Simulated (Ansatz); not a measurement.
Geometry relaxation, with input and output: NiSi₂ (part 1 of 3)

NiSi₂ (I4/mmm, 3 atoms in the cell), computed with DFT, PBE, PAW with Ansatz's default frozen-core files, scalar-relativistic, no spin polarisation (Ansatz 0.2.0).

Its volume is 0.62 times that of the source entry. It belongs to a series of runs on one base structure; here: shape and atoms relaxed at 0.62 of the volume.

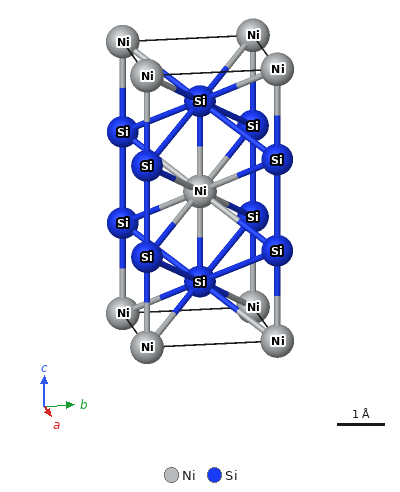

The structure as given in the input (ball-and-stick view of the cell 2 times as large as that of the calculation, set on its symmetry axes, seen slightly off an axis). Near neighbours in the crystal (not all of them lie inside the picture): Ni has 10 Si at 1.99 to 2.24 Å; Si has 5 Ni at 1.99 to 2.24 Å and 5 Si at 2.01 to 2.23 Å.

### Input
```yaml
crystal:
  lattice:
    - [-1.4122317184, 1.4122317184, 2.9989139145]
    - [1.4122317184, -1.4122317184, 2.9989139145]
    - [1.4122317184, 1.4122317184, -2.9989139145]
  atoms:
    - { symbol: Ni, position: [0.0, 0.0, 0.0] }
    - { symbol: Si, position: [0.3321208056, 0.3321208056, 0.0] }
    - { symbol: Si, position: [-0.3321208056, -0.3321208056, 0.0] }
kpoints:
  mp_grid: { grid: [14, 14, 14] }
scf:
  occupations: { method: fermi_dirac, width: 0.05 }
hamiltonian:
  xc: pbe
  pseudopotentials: { kind: paw }
output:
  forces: true
  stress: true
  write_density: true
  write_potential: true
  elf: true
  volumetric_format: npy
relax:
  f_tol: 0.005
  max_steps: 30
  cell: { stress_tol: 0.32, fix: [volume] }
```

Run on 1 thread of Intel Xeon (Granite Rapids), 32 GiB of memory available, shared host.

Launch command:
```bash
ansatz run input.yaml --threads 1 --pin off --max-ram 3072MiB --backend cpu --events-out ev --progress --plain --runs-dir out
```

### Output
```
Engine: ansatz 0.2.0, x86_64-unknown-linux-gnu
Pseudopotentials: kind: paw
Pseudopotential: Ni, paw, valence charge 18, recommended cutoff 420 eV (normal), Ni.paw.azcp
Pseudopotential: Si, paw, valence charge 4, recommended cutoff 420 eV (normal), Si.paw.azcp
Functional definition: PBE
  parameter kappa = 0.804
  parameter beta = 0.06672455060314922
  exchange = pbe_x(kappa = kappa, mu = beta*pi^2/3)
  correlation = pbe_c(beta = beta)
Crystal: 3 atoms, lattice volume = 23.924 Å³
Basis set: ecut = 420 eV, 455 PW (Γ), exchange–correlation on 50×50×50 points (8 copies of the dense FFT grid, shifted against one another)
Bands: 17, of which v1, the nominal top of the filled ones, is band 13 counted from 1 (12 counted from 0)
Symmetry: 16 space group operations
Space group: I4/mmm (ITA 139), of the structure as read, at distance tolerance 2.9e-5 Å
k-points: 244 of 2744
Non-local potential: Ni, projectors of the file, l = 0: 3, l = 1: 2, l = 2: 3, l = 3: 1
Non-local potential: Si, projectors of the file, l = 0: 2, l = 1: 2, l = 2: 2
PAW form: soft (Blöchl's): semilocal exchange-correlation on the pseudo side does not see the compensation charge
PAW one-centre angular grid: Ni, 590 points (default); XC on 64 Gauss nodes
PAW one-centre angular grid: Si, 110 points (default); XC on 64 Gauss nodes
Initial density: superposition of atomic densities (neutral atoms: chi_scale 0, normalization atom), corrected by the library's trained network
Initial wavefunctions: pseudopotential atomic-orbital guess
Functional: x = pbe(κ = 0.804, μ = 0.2195149727645171), c = pbe(β = 0.06672455060314922)
SCF iter   1: F=—  HF=-7105.400685 eV  |F-HF|=—  |Δ(HF+E_count)|=         —  Δρ=1.55e-2  dr2=2.60e-2  ethr=1.77e-3  ⟨swp⟩=6.2  Hψ=22852  notcnv=0
preconditioner: auto → Kerker (q_TF=auto, 2.766 Å⁻¹)  [metal: Δε(μ)=0.032 eV  Ē_g=11.053 eV  σ=0.050 eV  W_gap=0.16  n_scr=10 (ndim 8)  ℏωp=32.2 eV  f_vac=0.000  D(μ)=0.78/eV (n_scr^D=2)]
SCF iter   2: F=—  HF=-7105.396263 eV  |F-HF|=—  |Δ(HF+E_count)|=   4.42e-3  Δρ=6.92e-3  dr2=5.04e-3  ethr=1.00e-4  ⟨swp⟩=2.0  Hψ=6864  notcnv=0
SCF iter   3: F=—  HF=-7105.394728 eV  |F-HF|=—  |Δ(HF+E_count)|=   1.53e-3  Δρ=2.34e-3  dr2=7.81e-4  ethr=1.94e-5  ⟨swp⟩=2.9  Hψ=7167  notcnv=0
SCF iter   4: F=—  HF=-7105.394532 eV  |F-HF|=—  |Δ(HF+E_count)|=   1.96e-4  Δρ=6.35e-4  dr2=6.97e-5  ethr=3.00e-6  ⟨swp⟩=2.2  Hψ=6028  notcnv=0
SCF iter   5: F=—  HF=-7105.394500 eV  |F-HF|=—  |Δ(HF+E_count)|=   3.17e-5  Δρ=8.28e-5  dr2=1.17e-6  ethr=2.68e-7  ⟨swp⟩=2.1  Hψ=6346  notcnv=0
SCF iter   6: F=—  HF=-7105.394500 eV  |F-HF|=—  |Δ(HF+E_count)|=   9.76e-8  Δρ=3.76e-5  dr2=2.21e-7  ethr=3.85e-10  ⟨swp⟩=8.7  Hψ=29804  notcnv=0
SCF iter   7: F=-7105.394500 eV  HF=-7105.394500 eV  |F-HF|=7.39e-9  |Δ(HF+E_count)|=   3.43e-8  Δρ=5.55e-6  dr2=4.83e-9  ethr=3.85e-10  ⟨swp⟩=7.7  Hψ=24097  notcnv=0
SCF 1 converged in 7 iterations: F = -7105.394500 eV  dr2 = 4.83e-9
  greatest PAW one-centre occupation: 1.002 electrons in one spin orbital (limit 2), on the Ni atom at site 0 (counted from 0), in its partial waves of l = 1
relax step   1: F+E_penalty+E_count = -7105.39449972 eV  Δ(F+E_penalty+E_count) = +0.000e0 eV  max|allowed force component| = 2.206e-1 eV/Å  Δτ_max = 0.0000 Å  P = +200.921 GPa  Ω = 23.924 Å³  fix = [volume]  reactions: volume +200.921 GPa  (7 SCF iters, dr2 threshold 1.00e-7 eV, accepted)
Basis set: ecut = 420 eV, 471 PW (Γ), exchange–correlation on 50×50×50 points (8 copies of the dense FFT grid, shifted against one another)
Initial density: handed on by an earlier stage of this run
Initial wavefunctions: those handed on with the density
iter 1 solved again at ethr=9.71e-5 eV; its pass at ethr=3.10e-3 eV (dr2=2.52e-2 eV) is discarded
SCF iter   1: F=—  HF=-7105.671998 eV  |F-HF|=—  |Δ(HF+E_count)|=         —  Δρ=1.12e-2  dr2=2.49e-2  ethr=9.71e-5  ⟨swp⟩=1.8  Hψ=27287  notcnv=0
preconditioner: auto → Kerker (q_TF=auto, 2.766 Å⁻¹)  [metal: Δε(μ)=0.025 eV  Ē_g=10.940 eV  σ=0.050 eV  W_gap=0.13  n_scr=10 (ndim 8)  ℏωp=32.2 eV  f_vac=0.000  D(μ)=1.09/eV (n_scr^D=10)]
SCF iter   2: F=—  HF=-7105.666062 eV  |F-HF|=—  |Δ(HF+E_count)|=   5.94e-3  Δρ=5.90e-3  dr2=8.03e-3  ethr=9.57e-5  ⟨swp⟩=1.8  Hψ=4570  notcnv=0
SCF iter   3: F=—  HF=-7105.663337 eV  |F-HF|=—  |Δ(HF+E_count)|=   2.73e-3  Δρ=1.16e-3  dr2=2.67e-4  ethr=3.09e-5  ⟨swp⟩=2.2  Hψ=6342  notcnv=0
SCF iter   4: F=—  HF=-7105.663252 eV  |F-HF|=—  |Δ(HF+E_count)|=   8.52e-5  Δρ=4.78e-4  dr2=2.61e-5  ethr=1.03e-6  ⟨swp⟩=2.3  Hψ=6435  notcnv=0
SCF iter   5: F=—  HF=-7105.663246 eV  |F-HF|=—  |Δ(HF+E_count)|=   5.04e-6  Δρ=8.12e-5  dr2=1.00e-6  ethr=1.00e-7  ⟨swp⟩=2.2  Hψ=6491  notcnv=0
SCF iter   6: F=-7105.663246 eV  HF=-7105.663246 eV  |F-HF|=1.02e-8  |Δ(HF+E_count)|=   2.04e-7  Δρ=1.39e-5  dr2=2.83e-8  ethr=1.15e-9  ⟨swp⟩=8.5  Hψ=27758  notcnv=0
SCF 2 converged in 6 iterations: F = -7105.663246 eV  dr2 = 2.83e-8
  Residual-converged pass: ⟨swp⟩=1.0  Hψ=5128  notcnv=0  max |occ|·‖R‖ = 7.0e-9 eV (tolerance 1.0e-8 eV)  dr2=2.83e-8  dr2_onsite=5.03e-9  max |Δocc| = 2.3e-10
relax step   2: F+E_penalty+E_count = -7105.66324628 eV  Δ(F+E_penalty+E_count) = -2.687e-1 eV  max|allowed force component| = 2.824e-1 eV/Å  Δτ_max = 0.0012 Å  P = +192.034 GPa  Ω = 23.924 Å³  energy of the carried Pulay correction = +3.262e-17 eV  fix = [volume]  reactions: volume +192.034 GPa  (6 SCF iters, dr2 threshold 3.00e-7 eV, accepted)
Basis set: ecut = 420 eV, 479 PW (Γ), exchange–correlation on 50×50×50 points (8 copies of the dense FFT grid, shifted against one another)
iter 1 solved again at ethr=2.83e-5 eV; its pass at ethr=3.10e-3 eV (dr2=7.35e-3 eV) is discarded
SCF iter   1: F=—  HF=-7105.750333 eV  |F-HF|=—  |Δ(HF+E_count)|=         —  Δρ=8.58e-3  dr2=7.44e-3  ethr=2.83e-5  ⟨swp⟩=2.0  Hψ=29788  notcnv=0
preconditioner: auto → Kerker (q_TF=auto, 2.766 Å⁻¹)  [metal: Δε(μ)=0.010 eV  Ē_g=10.903 eV  σ=0.050 eV  W_gap=0.05  n_scr=10 (ndim 8)  ℏωp=32.2 eV  f_vac=0.000  D(μ)=1.86/eV (n_scr^D=22)]
SCF iter   2: F=—  HF=-7105.748350 eV  |F-HF|=—  |Δ(HF+E_count)|=   1.98e-3  Δρ=4.41e-3  dr2=2.50e-3  ethr=2.83e-5  ⟨swp⟩=1.1  Hψ=4161  notcnv=0
SCF iter   3: F=—  HF=-7105.747530 eV  |F-HF|=—  |Δ(HF+E_count)|=   8.20e-4  Δρ=7.20e-4  dr2=7.78e-5  ethr=9.63e-6  ⟨swp⟩=2.4  Hψ=5868  notcnv=0
SCF iter   4: F=—  HF=-7105.747499 eV  |F-HF|=—  |Δ(HF+E_count)|=   3.13e-5  Δρ=3.59e-4  dr2=1.90e-5  ethr=2.99e-7  ⟨swp⟩=2.2  Hψ=7122  notcnv=0
SCF iter   5: F=—  HF=-7105.747495 eV  |F-HF|=—  |Δ(HF+E_count)|=   3.65e-6  Δρ=4.75e-5  dr2=3.54e-7  ethr=7.32e-8  ⟨swp⟩=2.2  Hψ=5927  notcnv=0
SCF iter   6: F=-7105.747495 eV  HF=-7105.747495 eV  |F-HF|=9.55e-9  |Δ(HF+E_count)|=   5.64e-8  Δρ=1.17e-5  dr2=2.03e-8  ethr=1.15e-9  ⟨swp⟩=9.0  Hψ=29073  notcnv=0
SCF 3 converged in 6 iterations: F = -7105.747495 eV  dr2 = 2.03e-8
  Residual-converged pass: ⟨swp⟩=1.0  Hψ=5127  notcnv=0  max |occ|·‖R‖ = 7.1e-9 eV (tolerance 1.0e-8 eV)  dr2=2.03e-8  dr2_onsite=9.77e-9  max |Δocc| = 3.4e-10
  greatest PAW one-centre occupation: 1.001 electrons in one spin orbital (limit 2), on the Ni atom at site 0 (counted from 0), in its partial waves of l = 1
relax step   3: F+E_penalty+E_count = -7105.74749519 eV  Δ(F+E_penalty+E_count) = -8.425e-2 eV  max|allowed force component| = 4.868e-2 eV/Å  Δτ_max = 0.0052 Å  P = +187.385 GPa  Ω = 23.924 Å³  fix = [volume]  reactions: volume +187.385 GPa  (6 SCF iters, dr2 threshold 3.00e-7 eV, accepted)
iter 1 solved again at ethr=2.19e-5 eV; its pass at ethr=3.10e-3 eV (dr2=5.70e-3 eV) is discarded
SCF iter   1: F=—  HF=-7105.775724 eV  |F-HF|=—  |Δ(HF+E_count)|=         —  Δρ=7.15e-3  dr2=5.86e-3  ethr=2.19e-5  ⟨swp⟩=2.0  Hψ=29811  notcnv=0
preconditioner: auto → Kerker (q_TF=auto, 2.766 Å⁻¹)  [metal: Δε(μ)=0.016 eV  Ē_g=10.882 eV  σ=0.050 eV  W_gap=0.08  n_scr=10 (ndim 8)  ℏωp=32.2 eV  f_vac=0.000  D(μ)=2.16/eV (n_scr^D=32)]
SCF iter   2: F=—  HF=-7105.774401 eV  |F-HF|=—  |Δ(HF+E_count)|=   1.32e-3  Δρ=3.51e-3  dr2=1.73e-3  ethr=2.19e-5  ⟨swp⟩=1.1  Hψ=4166  notcnv=0
SCF iter   3: F=—  HF=-7105.773873 eV  |F-HF|=—  |Δ(HF+E_count)|=   5.28e-4  Δρ=6.03e-4  dr2=5.96e-5  ethr=6.65e-6  ⟨swp⟩=2.3  Hψ=5970  notcnv=0
SCF iter   4: F=—  HF=-7105.773867 eV  |F-HF|=—  |Δ(HF+E_count)|=   5.47e-6  Δρ=2.77e-4  dr2=1.10e-5  ethr=2.29e-7  ⟨swp⟩=2.6  Hψ=7182  notcnv=0
iter 5 did not close the SCF: its close was put off for the readings that it lacked (scf_convergence_deferred on its scf_iter line)
SCF iter   5: F=-7105.773865 eV  HF=-7105.773865 eV  |F-HF|=1.05e-7  |Δ(HF+E_count)|=   2.08e-6  Δρ=4.20e-5  dr2=2.88e-7  ethr=4.24e-8  ⟨swp⟩=2.3  Hψ=6111  notcnv=0
SCF iter   6: F=-7105.773865 eV  HF=-7105.773865 eV  |F-HF|=1.31e-8  |Δ(HF+E_count)|=   5.58e-8  Δρ=1.67e-5  dr2=3.63e-8  ethr=1.11e-9  ⟨swp⟩=7.6  Hψ=31189  notcnv=0
SCF 4 converged in 6 iterations: F = -7105.773865 eV  dr2 = 3.63e-8
relax step   4: F+E_penalty+E_count = -7105.77386528 eV  Δ(F+E_penalty+E_count) = -2.637e-2 eV  max|allowed force component| = 3.847e-2 eV/Å  Δτ_max = 0.0020 Å  P = +184.564 GPa  Ω = 23.924 Å³  fix = [volume]  reactions: volume +184.564 GPa  (6 SCF iters, dr2 threshold 3.00e-7 eV, accepted)
iter 1 solved again at ethr=7.98e-6 eV; its pass at ethr=3.10e-3 eV (dr2=2.08e-3 eV) is discarded
SCF iter   1: F=—  HF=-7105.778510 eV  |F-HF|=—  |Δ(HF+E_count)|=         —  Δρ=4.41e-3  dr2=2.22e-3  ethr=7.98e-6  ⟨swp⟩=2.0  Hψ=29558  notcnv=0
preconditioner: auto → Kerker (q_TF=auto, 2.766 Å⁻¹)  [metal: Δε(μ)=0.010 eV  Ē_g=10.863 eV  σ=0.050 eV  W_gap=0.05  n_scr=10 (ndim 8)  ℏωp=32.2 eV  f_vac=0.000  D(μ)=2.16/eV (n_scr^D=32)]
SCF iter   2: F=—  HF=-7105.778108 eV  |F-HF|=—  |Δ(HF+E_count)|=   4.02e-4  Δρ=2.09e-3  dr2=5.60e-4  ethr=7.98e-6  ⟨swp⟩=1.0  Hψ=4178  notcnv=0
SCF iter   3: F=—  HF=-7105.777959 eV  |F-HF|=—  |Δ(HF+E_count)|=   1.49e-4  Δρ=4.05e-4  dr2=2.97e-5  ethr=2.15e-6  ⟨swp⟩=2.3  Hψ=6091  notcnv=0
SCF iter   4: F=—  HF=-7105.777958 eV  |F-HF|=—  |Δ(HF+E_count)|=   1.27e-6  Δρ=1.60e-4  dr2=3.52e-6  ethr=1.14e-7  ⟨swp⟩=2.5  Hψ=6841  notcnv=0
iter 5 did not close the SCF: its close was put off for the readings that it lacked (scf_convergence_deferred on its scf_iter line)
SCF iter   5: F=-7105.777957 eV  HF=-7105.777957 eV  |F-HF|=3.00e-8  |Δ(HF+E_count)|=   7.32e-7  Δρ=2.52e-5  dr2=9.62e-8  ethr=1.35e-8  ⟨swp⟩=2.3  Hψ=6619  notcnv=0
SCF iter   6: F=-7105.777957 eV  HF=-7105.777957 eV  |F-HF|=4.21e-9  |Δ(HF+E_count)|=   1.24e-8  Δρ=1.11e-5  dr2=1.63e-8  ethr=3.70e-10  ⟨swp⟩=7.2  Hψ=30230  notcnv=0
SCF 5 converged in 6 iterations: F = -7105.777957 eV  dr2 = 1.63e-8
relax step   5: F+E_penalty+E_count = -7105.77795721 eV  Δ(F+E_penalty+E_count) = -4.092e-3 eV  max|allowed force component| = 2.721e-2 eV/Å  Δτ_max = 0.0023 Å  P = +183.022 GPa  Ω = 23.924 Å³  energy of the carried Pulay correction = -3.262e-18 eV  fix = [volume]  reactions: volume +183.022 GPa  (6 SCF iters, dr2 threshold 3.00e-7 eV, accepted)
iter 1 solved again at ethr=1.13e-6 eV; its pass at ethr=3.10e-3 eV (dr2=2.93e-4 eV) is discarded
SCF iter   1: F=—  HF=-7105.778250 eV  |F-HF|=—  |Δ(HF+E_count)|=         —  Δρ=1.42e-3  dr2=2.87e-4  ethr=1.13e-6  ⟨swp⟩=2.0  Hψ=25594  notcnv=0
preconditioner: auto → Kerker (q_TF=auto, 2.766 Å⁻¹)  [metal: Δε(μ)=0.006 eV  Ē_g=10.853 eV  σ=0.050 eV  W_gap=0.03  n_scr=10 (ndim 8)  ℏωp=32.2 eV  f_vac=0.000  D(μ)=2.10/eV (n_scr^D=32)]
SCF iter   2: F=—  HF=-7105.778202 eV  |F-HF|=—  |Δ(HF+E_count)|=   4.90e-5  Δρ=6.72e-4  dr2=7.88e-5  ethr=1.11e-6  ⟨swp⟩=1.0  Hψ=4150  notcnv=0
SCF iter   3: F=—  HF=-7105.778178 eV  |F-HF|=—  |Δ(HF+E_count)|=   2.39e-5  Δρ=1.73e-4  dr2=4.99e-6  ethr=3.03e-7  ⟨swp⟩=2.3  Hψ=6201  notcnv=0
SCF iter   4: F=—  HF=-7105.778176 eV  |F-HF|=—  |Δ(HF+E_count)|=   1.17e-6  Δρ=6.25e-5  dr2=5.17e-7  ethr=1.92e-8  ⟨swp⟩=2.6  Hψ=7115  notcnv=0
iter 5 did not close the SCF: its close was put off for the readings that it lacked (scf_convergence_deferred on its scf_iter line)
SCF iter   5: F=-7105.778176 eV  HF=-7105.778176 eV  |F-HF|=8.91e-9  |Δ(HF+E_count)|=   7.85e-8  Δρ=9.94e-6  dr2=1.65e-8  ethr=1.99e-9  ⟨swp⟩=1.5  Hψ=5136  notcnv=0
SCF iter   6: F=-7105.778176 eV  HF=-7105.778176 eV  |F-HF|=3.00e-11  |Δ(HF+E_count)|=   1.58e-9  Δρ=3.81e-6  dr2=1.85e-9  ethr=6.35e-11  ⟨swp⟩=6.6  Hψ=28587  notcnv=0
SCF 6 converged in 6 iterations: F = -7105.778176 eV  dr2 = 1.85e-9
relax step   6: F+E_penalty+E_count = -7105.77817633 eV  Δ(F+E_penalty+E_count) = -2.191e-4 eV  max|allowed force component| = 4.554e-2 eV/Å  Δτ_max = 0.0006 Å  P = +182.585 GPa  Ω = 23.924 Å³  energy of the carried Pulay correction = -9.787e-18 eV  fix = [volume]  reactions: volume +182.585 GPa  (6 SCF iters, dr2 threshold 3.00e-7 eV, accepted)
iter 1 solved again at ethr=1.45e-7 eV; its pass at ethr=3.10e-3 eV (dr2=3.76e-5 eV) is discarded
```
